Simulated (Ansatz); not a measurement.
## Band-structure calculation of KCl

KCl (Pm-3m, 2 atoms in the cell), computed with DFT, PBEsol, PAW with Ansatz's default frozen-core files, scalar-relativistic, no spin polarisation (Ansatz 0.2.0).

The structure derives from an entry of the Crystallography Open Database. It belongs to a series of runs on one base structure; here: PAW files in place of LAPW. Figures and captions count atoms from 1; the log counts them from 0 in places.

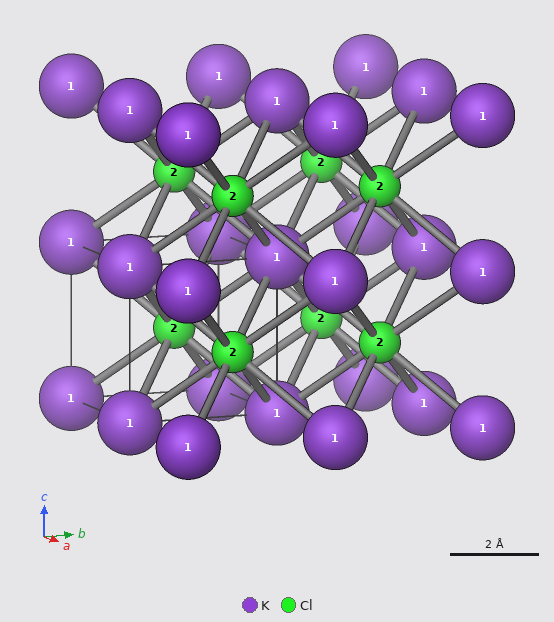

Fig. 1: The structure as given in the input (ball-and-stick view of the cell of the calculation, repeated 2 × 2 × 2, seen slightly off an axis; atoms are numbered from 1 in the order of the input).

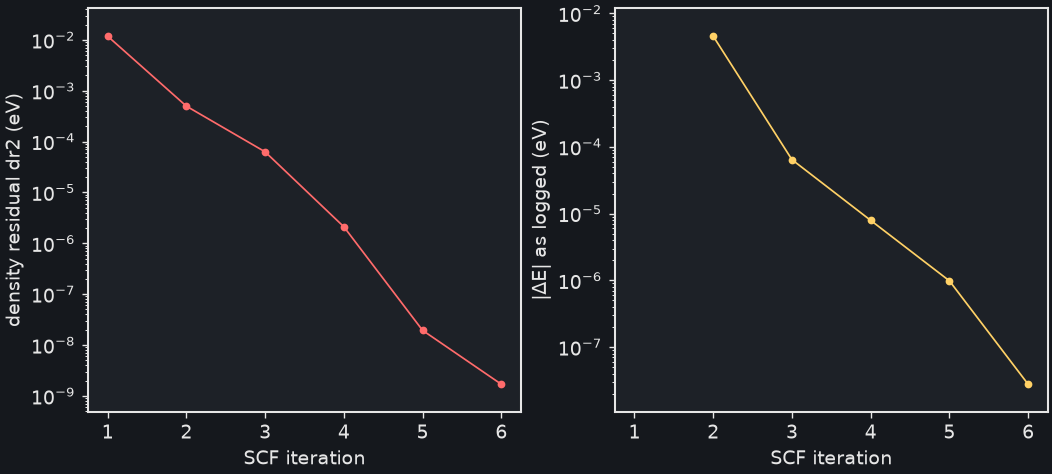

Fig. 2: Convergence of the self-consistent field: density residual dr2 and size of the energy change against the SCF iteration. The residual falls at every step.

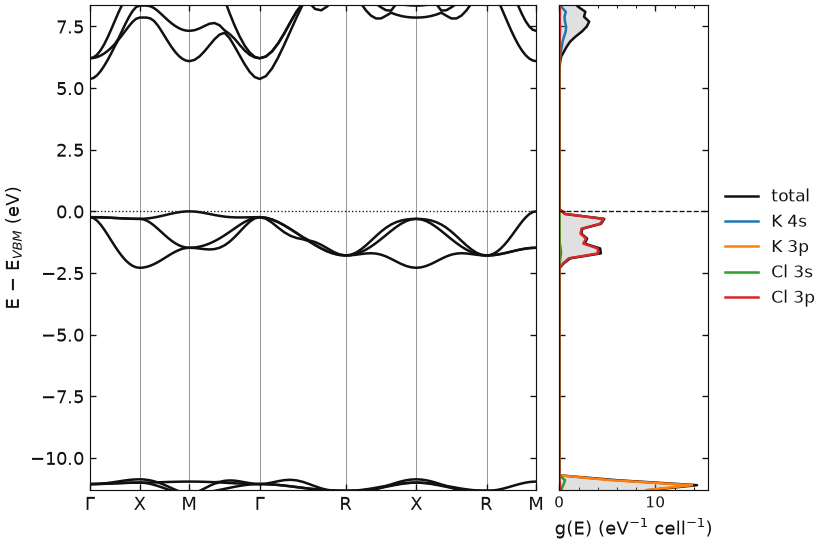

Fig. 3: Band structure along Γ–X–M–Γ–R–X–R–M and density of states (projected on Löwdin-orthogonalised atomic shells), with energies from the valence-band top. There is a gap of 5.37 eV on this path, indirect, from M to Γ.

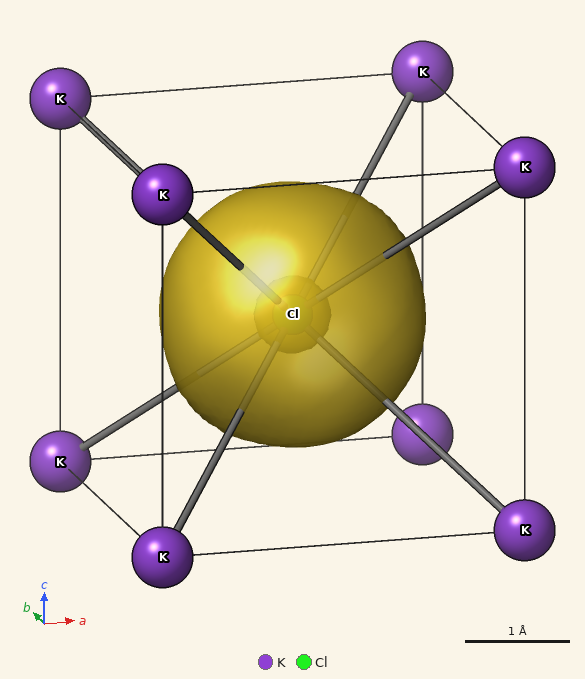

Fig. 4: Isosurface of the electron localisation function at 0.65 (yellow), seen slightly off an axis. Core shells and regions of very low density are left out. Sticks mark near contacts. The outline is the cell set on symmetry axes. In a PAW calculation such maps are meaningful between the atoms, not at the nuclei.

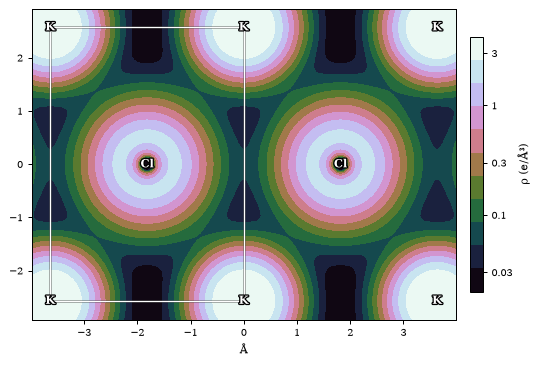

Fig. 5: Valence pseudo-density on the (101̄) plane of the conventional cell. Atoms in the plane: K and Cl. K–Cl (3.15 Å): ρ is about 0.09 e/Å³ halfway. Away from the nuclei the density in this plane falls to 0.02 e/Å³ at its lowest.

The input and output of the run follow.

Input:
```yaml
crystal:
  lattice:
    - [3.634, 0.0, 0.0]
    - [0.0, 3.634, 0.0]
    - [0.0, 0.0, 3.634]
  atoms:
    - { symbol: K, position: [0.0, 0.0, 0.0] }
    - { symbol: Cl, position: [0.5, 0.5, 0.5] }
kpoints:
  mp_grid: { grid: [7, 7, 7] }
  band_path:
    path:
      - [0.0, 0.0, 0.0]
      - [0.0, 0.5, 0.0]
      - [0.5, 0.5, 0.0]
      - [0.0, 0.0, 0.0]
      - [0.5, 0.5, 0.5]
      - [0.0, 0.5, 0.0]
      - [0.5, 0.5, 0.5]
      - [0.5, 0.5, 0.0]
    npoints: 14
scf:
  occupations: { method: fermi_dirac, width: 0.02 }
hamiltonian:
  xc: pbesol
  pseudopotentials: { kind: paw }
output:
  forces: true
  stress: true
  eigenvalues: true
  efg: { contact_densities: true }
  populations: true
  bader: true
  dos: { projected: true, de: 0.2, e_range: [-14, 8] }
  write_density: true
  write_potential: true
  elf: true
  volumetric_format: npy
```

Command:
```bash
ansatz run input.yaml --threads 1 --pin off --max-ram 3072MiB --backend cpu --events-out ev --progress --plain --runs-dir out
```

Log:
```
Engine: ansatz 0.2.0, aarch64-unknown-linux-gnu
Pseudopotentials: kind: paw
Pseudopotential: K, paw, valence charge 9, recommended cutoff 420 eV (normal), K.paw.azcp
Pseudopotential: Cl, paw, valence charge 7, recommended cutoff 420 eV (normal), Cl.paw.azcp
Functional definition: PBEsol
  exchange = pbesol_x
  correlation = pbesol_c
Crystal: 2 atoms, lattice volume = 47.990 Å³
Basis set: ecut = 420 eV, 925 PW (Γ), exchange–correlation on 50×50×50 points (8 copies of the dense FFT grid, shifted against one another)
Bands: 12, of which v1, the nominal top of the filled ones, is band 8 counted from 1 (7 counted from 0)
Symmetry: 48 space group operations
Space group: Pm-3m (ITA 221), of the structure as read, at distance tolerance 3.6e-5 Å
k-points: 20 of 343
Non-local potential: K, projectors of the file, l = 0: 3, l = 1: 2, l = 2: 2
Non-local potential: Cl, projectors of the file, l = 0: 2, l = 1: 2, l = 2: 2
PAW form: soft (Blöchl's): semilocal exchange-correlation on the pseudo side does not see the compensation charge
PAW frozen core: K, regenerated for the run's functional, and the local potential with it (the file was generated under x = pbe(κ = 0.804, μ = 0.2195149727645171), c = pbe(β = 0.06672455060314922))
PAW frozen core: Cl, regenerated for the run's functional, and the local potential with it (the file was generated under x = pbe(κ = 0.804, μ = 0.2195149727645171), c = pbe(β = 0.06672455060314922))
PAW one-centre angular grid: K, 110 points (default); XC on 64 Gauss nodes
PAW one-centre angular grid: Cl, 110 points (default); XC on 64 Gauss nodes
Initial density: superposition of atomic densities (neutral atoms: chi_scale 0, normalization atom), corrected by the library's trained network
Initial wavefunctions: pseudopotential atomic-orbital guess
Functional: x = pbesol(κ = 0.804, μ = 0.12345679012345678), c = pbesol(β = 0.046)
SCF iter   1: F=—  HF=-2580.609822 eV  |F-HF|=—  |Δ(HF+E_count)|=         —  Δρ=4.21e-3  dr2=1.18e-2  ethr=1.77e-3  ⟨swp⟩=6.0  Hψ=1553  notcnv=0
preconditioner: auto → none  [insulator: Δε(μ)=5.323 eV  Ē_g=15.439 eV  σ=0.020 eV  W_gap=1.00  n_scr=6 (ndim 8)  ℏωp=20.1 eV  f_vac=0.000  D(μ)=0.00/eV (n_scr^D=0)  ε∞_Penn≈2.7]
SCF iter   2: F=—  HF=-2580.605277 eV  |F-HF|=—  |Δ(HF+E_count)|=   4.54e-3  Δρ=1.32e-3  dr2=4.97e-4  ethr=7.38e-5  ⟨swp⟩=2.2  Hψ=568  notcnv=0
SCF iter   3: F=—  HF=-2580.605213 eV  |F-HF|=—  |Δ(HF+E_count)|=   6.43e-5  Δρ=5.04e-4  dr2=6.28e-5  ethr=3.11e-6  ⟨swp⟩=2.1  Hψ=425  notcnv=0
SCF iter   4: F=—  HF=-2580.605221 eV  |F-HF|=—  |Δ(HF+E_count)|=   7.92e-6  Δρ=9.67e-5  dr2=2.11e-6  ethr=3.93e-7  ⟨swp⟩=1.9  Hψ=366  notcnv=0
iter 5 did not close the SCF: its close was put off for the readings that it lacked (scf_convergence_deferred on its scf_iter line)
SCF iter   5: F=-2580.605222 eV  HF=-2580.605222 eV  |F-HF|=2.18e-8  |Δ(HF+E_count)|=   9.84e-7  Δρ=8.72e-6  dr2=1.94e-8  ethr=1.32e-8  ⟨swp⟩=2.8  Hψ=422  notcnv=0
SCF iter   6: F=-2580.605222 eV  HF=-2580.605222 eV  |F-HF|=1.22e-9  |Δ(HF+E_count)|=   2.78e-8  Δρ=1.83e-6  dr2=1.69e-9  ethr=1.21e-10  ⟨swp⟩=5.0  Hψ=1240  notcnv=0
SCF 1 converged in 6 iterations: F = -2580.605222 eV  dr2 = 1.69e-9
  greatest PAW one-centre occupation: 0.987 electrons in one spin orbital (limit 2), on the K atom at site 0 (counted from 0), in its partial waves of l = 0
NSCF: frozen V_eff on 99 k-points
SCF converged after 6 iterations
Free energy (F): -2580.605222 eV
Harris-Foulkes:  -2580.605222 eV  (|F-HF|=1.22e-9)
Internal energy: -2580.605222 eV  (E = F + TS)
E sigma→0 (E₀):  -2580.605222 eV
Fermi energy:    6.182211 eV
--- Per-component energies (eV) ---
  E_band       = -97.954698
  E_kinetic    = 416.679394
  E_local      = -685.635566  (includes V_loc(G=0)·N_el)
  E_nonlocal   = 42.533533
  E_hartree    = 220.987345
  E_xc         = -240.714235
  E_vxc        = -286.754820  (∫ρ·V_xc dr)
  E_paw        = -1403.672517  (= ΣΔE_a)
  E_vpaw       = -26.751154  (= ΣTr[D̂ρ^β])
  E_aug_tail   = 0.000089  (compensation charges beyond the density's cutoff)
  E_ewald      = -930.969582
  E_core_change = 0.186317  (= ΣΔE_core)
  E_smearing   = -0.000000  (= −TS)
  E_closure    = 0.000000  (closes the sum)
  Σ components = -2580.605222   (vs F -2580.605222, Δ=0.00e0)
--- Forces (eV/Å), atoms counted from 1 ---
  atom   1  K     -0.00000000     0.00000000     0.00000000
  atom   2  Cl     0.00000000    -0.00000000     0.00000000
  max |Σ_I F_I| component: 4.77e-30 eV/Å
--- Stress (GPa, compression-positive) ---
        2.285677       0.000000       0.000000
       -0.000000       2.285677       0.000000
        0.000000       0.000000       2.285677
  P = ⅓ Tr σ = 2.2857 GPa (22.857 kbar)
--- PAW observables at the nuclei: V_zz in 10²¹ V/m², potentials from the cell's mean, atoms counted from 1 ---
  atom   1  K  V_zz =    +0.000000   η = 0.0000   by run symmetry: forbidden
            electrostatic potential = -2064.670358 V   contact ρ = 34665.796003 e/Å³
  atom   2  Cl V_zz =    +0.000000   η = 0.0000   by run symmetry: forbidden
            electrostatic potential = -1775.057247 V   contact ρ = 24016.023278 e/Å³
--- Band table (eV; the first three rows and the last of 20) ---
  k-point 0: bands = ["-24.1598", "-9.4135", "-7.5730", "-7.5730", "-7.5730", "3.2522", "3.2522", "3.2522", "8.8579", "9.6965", "9.6965", "14.4227"]
  k-point 1: bands = ["-24.1523", "-9.4548", "-7.5621", "-7.5621", "-7.5450", "2.7578", "3.2402", "3.2402", "9.3840", "9.8887", "10.2569", "14.3520"]
  k-point 2: bands = ["-24.1353", "-9.5527", "-7.5374", "-7.5374", "-7.4678", "1.8696", "3.2117", "3.2117", "10.4395", "10.4867", "11.5395", "14.2971"]
  k-point 19: bands = ["-24.0550", "-8.8348", "-7.8402", "-7.8385", "-7.8385", "1.7745", "1.7745", "1.8442", "12.1167", "12.4663", "12.4663", "14.0024"]
--- Löwdin populations: 2 sites ---
  site symbol       q [e]
     0      K      8.2413
     1     Cl      7.6847
  spilling = 0.004625 (of n_electrons = 16.000000)
--- Bader charges: 2 sites ---
  site symbol  charge [e]  shift [e]
     0      K      0.8150     0.0000
     1     Cl     -0.8150     0.0000
  estimated error of the sums over rays = 1.1e-4 e
```

File bader_charges.tsv:
```
# site	symbol	x_ang	y_ang	z_ang	partial_charge_e	electrons	volume_ang3	relative_density_drop	shared_charge_e	partial_wave_shift_e
# quadrature_error_electrons = 1.1e-4
0	K	0.0000	0.0000	0.0000	0.81498	18.18502	18.82	-	0.81498	0.00000
1	Cl	1.8170	1.8170	1.8170	-0.81498	17.81498	29.17	-	-0.81498	0.00000
```

File dos.tsv:
```
# E-E_F[eV]	g_bin_mean(E)[states/eV]	N(E)
# format = ansatz-dos/2
# fermi_ev = 6.182211
# fermi_mp_grid = 7 7 7
# fermi_mp_shift = 0 0 0
# g_bin_mean(E): the states in a bin one row spacing wide, centred on E, divided by that spacing. States that the method places at a single energy (under output.dos.method: tetrahedron, those of a tetrahedron whose four corners have one energy) are counted whole in the row whose bin holds that energy (on the edge of two bins, in the lower row). The sum of g_bin_mean over a run of rows, times the row spacing, is the number of states from half a spacing under the first of them to half a spacing over the last (a plain sum, not the trapezoid rule).
-14.000000	9.367699e0	4.831896e0
-13.800000	1.433331e1	7.203841e0
-13.600000	6.034029e0	9.964467e0
-13.400000	0.000000e0	1.000000e1
-13.200000	0.000000e0	1.000000e1
-13.000000	0.000000e0	1.000000e1
-12.800000	0.000000e0	1.000000e1
-12.600000	0.000000e0	1.000000e1
-12.400000	0.000000e0	1.000000e1
-12.200000	0.000000e0	1.000000e1
-12.000000	0.000000e0	1.000000e1
-11.800000	0.000000e0	1.000000e1
-11.600000	0.000000e0	1.000000e1
-11.400000	0.000000e0	1.000000e1
-11.200000	0.000000e0	1.000000e1
-11.000000	0.000000e0	1.000000e1
-10.800000	0.000000e0	1.000000e1
-10.600000	0.000000e0	1.000000e1
-10.400000	0.000000e0	1.000000e1
-10.200000	0.000000e0	1.000000e1
-10.000000	0.000000e0	1.000000e1
-9.800000	0.000000e0	1.000000e1
-9.600000	0.000000e0	1.000000e1
-9.400000	0.000000e0	1.000000e1
-9.200000	0.000000e0	1.000000e1
-9.000000	0.000000e0	1.000000e1
-8.800000	0.000000e0	1.000000e1
-8.600000	0.000000e0	1.000000e1
-8.400000	0.000000e0	1.000000e1
-8.200000	0.000000e0	1.000000e1
-8.000000	0.000000e0	1.000000e1
-7.800000	0.000000e0	1.000000e1
-7.600000	0.000000e0	1.000000e1
-7.400000	0.000000e0	1.000000e1
-7.200000	0.000000e0	1.000000e1
-7.000000	0.000000e0	1.000000e1
-6.800000	0.000000e0	1.000000e1
-6.600000	0.000000e0	1.000000e1
-6.400000	0.000000e0	1.000000e1
-6.200000	0.000000e0	1.000000e1
-6.000000	0.000000e0	1.000000e1
-5.800000	0.000000e0	1.000000e1
-5.600000	0.000000e0	1.000000e1
-5.400000	0.000000e0	1.000000e1
-5.200000	0.000000e0	1.000000e1
-5.000000	1.125748e-4	1.000000e1
-4.800000	4.711035e-1	1.002349e1
-4.600000	1.123704e0	1.018621e1
-4.400000	4.326364e0	1.054718e1
-4.200000	4.253209e0	1.167872e1
-4.000000	2.629326e0	1.229716e1
-3.800000	2.899886e0	1.289314e1
-3.600000	2.297402e0	1.336556e1
-3.400000	2.381717e0	1.383793e1
-3.200000	4.332441e0	1.450926e1
-3.000000	4.682217e0	1.541449e1
-2.800000	6.025189e-1	1.597989e1
-2.600000	0.000000e0	1.600000e1
-2.400000	0.000000e0	1.600000e1
-2.200000	0.000000e0	1.600000e1
-2.000000	0.000000e0	1.600000e1
-1.800000	0.000000e0	1.600000e1
-1.600000	0.000000e0	1.600000e1
-1.400000	0.000000e0	1.600000e1
-1.200000	0.000000e0	1.600000e1
-1.000000	0.000000e0	1.600000e1
-0.800000	0.000000e0	1.600000e1
-0.600000	0.000000e0	1.600000e1
-0.400000	0.000000e0	1.600000e1
-0.200000	0.000000e0	1.600000e1
0.000000	0.000000e0	1.600000e1
0.200000	0.000000e0	1.600000e1
0.400000	0.000000e0	1.600000e1
0.600000	0.000000e0	1.600000e1
0.800000	0.000000e0	1.600000e1
1.000000	0.000000e0	1.600000e1
1.200000	0.000000e0	1.600000e1
1.400000	0.000000e0	1.600000e1
1.600000	0.000000e0	1.600000e1
1.800000	0.000000e0	1.600000e1
2.000000	0.000000e0	1.600000e1
2.200000	0.000000e0	1.600000e1
2.400000	0.000000e0	1.600000e1
2.600000	4.343998e-6	1.600000e1
2.800000	3.420188e-3	1.600012e1
3.000000	1.975967e-2	1.600207e1
3.200000	5.176804e-2	1.600875e1
3.400000	9.423305e-2	1.602348e1
3.600000	2.175030e-1	1.604740e1
3.800000	5.097817e-1	1.612126e1
4.000000	7.918744e-1	1.625264e1
4.200000	1.152134e0	1.644175e1
4.400000	1.711456e0	1.672309e1
4.600000	2.354873e0	1.713083e1
4.800000	2.855995e0	1.765475e1
5.000000	3.113252e0	1.826215e1
5.200000	2.574375e0	1.885304e1
5.400000	2.715590e0	1.934998e1
5.600000	1.977397e0	1.985448e1
5.800000	1.474254e0	2.017914e1
6.000000	2.458089e0	2.050821e1
6.200000	4.343521e0	2.122539e1
6.400000	1.554934e0	2.183585e1
6.600000	1.157558e0	2.211592e1
6.800000	1.382092e0	2.233946e1
7.000000	2.223688e0	2.272734e1
7.200000	1.967301e0	2.315297e1
7.400000	1.741876e0	2.350682e1
7.600000	8.278003e-1	2.378993e1
7.800000	4.590251e-1	2.390469e1
8.000000	2.218381e-1	2.397344e1
```

File rho_z.tsv:
```
# z_ang	rho[e/angstrom^3]
# format = ansatz-planar-average/11
# lattice	3.634000000	0.000000000	0.000000000
# lattice	0.000000000	3.634000000	0.000000000
# lattice	0.000000000	0.000000000	3.634000000
# sites	2
# site	19	0.000000000	0.000000000	0.000000000
# site	17	1.817000000	1.817000000	1.817000000
0.000000	5.427058e-1
0.145360	5.233709e-1
0.290720	4.651212e-1
0.436080	3.765603e-1
0.581440	2.832855e-1
0.726800	2.147512e-1
0.872160	1.871933e-1
1.017520	2.012489e-1
1.162880	2.476815e-1
1.308240	3.066239e-1
1.453600	3.514298e-1
1.598960	3.690968e-1
1.744320	3.697801e-1
1.889680	3.697801e-1
2.035040	3.690968e-1
2.180400	3.514298e-1
2.325760	3.066239e-1
2.471120	2.476815e-1
2.616480	2.012489e-1
2.761840	1.871933e-1
2.907200	2.147512e-1
3.052560	2.832855e-1
3.197920	3.765603e-1
3.343280	4.651212e-1
3.488640	5.233709e-1
```

File v_z.tsv:
```
# z_ang	v_es[eV]	v_tot[eV]
# format = ansatz-planar-average/11
# xc	pbesol
# density_cutoff_ev	1680
# datasets	K=:simpson_from_first_knot:soft:shift=-322793	Cl=:simpson_from_first_knot:soft:shift=-342430
# lattice	3.634000000	0.000000000	0.000000000
# lattice	0.000000000	3.634000000	0.000000000
# lattice	0.000000000	0.000000000	3.634000000
# sites	2
# site	19	0.000000000	0.000000000	0.000000000
# site	17	1.817000000	1.817000000	1.817000000
0.000000	-2.539655e-1	-9.847034e0
0.145360	3.047026e-2	-9.350934e0
0.290720	8.640001e-1	-8.292260e0
0.436080	2.149276e0	-6.809775e0
0.581440	3.683094e0	-5.053153e0
0.726800	5.105517e0	-3.447393e0
0.872160	6.025208e0	-2.456873e0
1.017520	6.102034e0	-2.467731e0
1.162880	5.272057e0	-3.541695e0
1.308240	3.966617e0	-5.176697e0
1.453600	2.673660e0	-6.827317e0
1.598960	1.690671e0	-8.109130e0
1.744320	1.161177e0	-8.891373e0
1.889680	1.161177e0	-8.891373e0
2.035040	1.690671e0	-8.109130e0
2.180400	2.673660e0	-6.827317e0
2.325760	3.966617e0	-5.176697e0
2.471120	5.272057e0	-3.541695e0
2.616480	6.102034e0	-2.467731e0
2.761840	6.025208e0	-2.456873e0
2.907200	5.105517e0	-3.447393e0
3.052560	3.683094e0	-5.053153e0
3.197920	2.149276e0	-6.809775e0
3.343280	8.640001e-1	-8.292260e0
3.488640	3.047026e-2	-9.350934e0
```

Key numbers:

```tsv
quantity	value
outcome	converged
space group (tolerance 0.01 Å)	Pm-3m (221)
electrons treated	16
free energy	−2580.6052 eV
Fermi energy	6.182 eV
gap on the k-point mesh	5.40 eV
pressure	2.29 GPa
field gradient V_zz (10²¹ V/m²)	zero at all sites
largest force (length of the vector)	under 0.001 eV/Å
hardware	1 thread of Arm Neoverse V2, 24 GiB of memory available, shared host
wall time	7.5 s
peak memory	0.32 GiB
```
